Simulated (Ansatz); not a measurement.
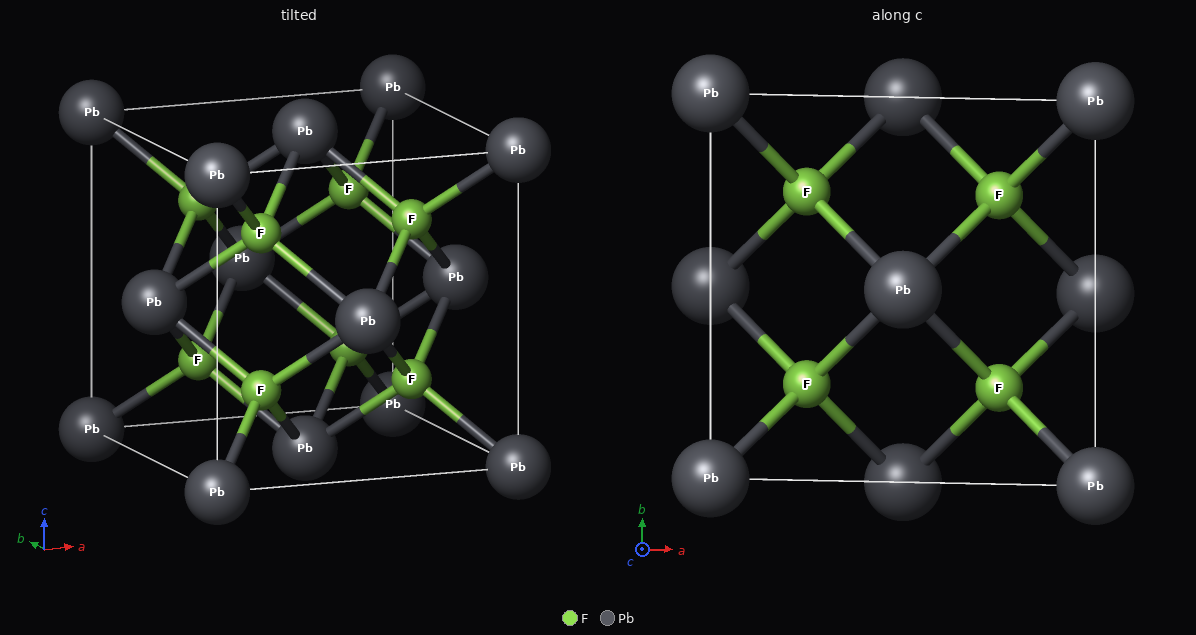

This ball-and-stick model is shown slightly off an axis and along the c axis. One drawn cell (a repeat of the simulation cell) is framed, with atoms on its boundary repeated.

PbF$_{2}$, a = 5.921 Å, b = 5.921 Å, c = 5.921 Å, α = 90.00°, β = 90.00°, γ = 91.13°. Strictly the space group is Immm (No. 71, within 0.01 Å). It is a distorted form of a face-centred cubic structure, space group Fm-3m (No. 225) within 0.25 Å: fluorite (CaF₂ type). The structure was taken from a structure type filled with these elements by a generator (whether the compound takes this form wasn't checked). The cell was then strained or its atoms displaced on purpose. An electronic-structure calculation with Ansatz was run on it.

This one geometry was computed with Ansatz (DFT, plane waves, PAW) at three levels of theory: r2SCAN, HSE06 and PBE. It was relaxed with r2SCAN and then strained.

Question: Which level gives the highest pressure at this volume, and what does that say about its equilibrium volume?

Answer: Highest: PBE (3.0 GPa), which points to the largest equilibrium volume. Lowest, with the smallest volume: r2SCAN (0.0 GPa). Levels within 0.5 GPa of each other can't be told apart.

Question: How does the band gap change with the level of theory?

Answer: PBE: a gap of 4.42 eV, indirect; r2SCAN: a gap of 4.93 eV, indirect; HSE06: a gap of 5.72 eV, indirect.

Question: Collect the results in a table.

Answer:
| level | cutoff (eV) | k-mesh of the run's cell | gap (eV) | pressure (GPa) |
| --- | --- | --- | --- | --- |
| r2SCAN | 500 | 8×8×8 | 4.93 | 0.0 |
| HSE06 | 420 | 6×6×6 | 5.72 | 1.2 |
| PBE | 420 | 8×8×8 | 4.42 | 3.0 |

Gaps are taken on the k-mesh or band path of each run.
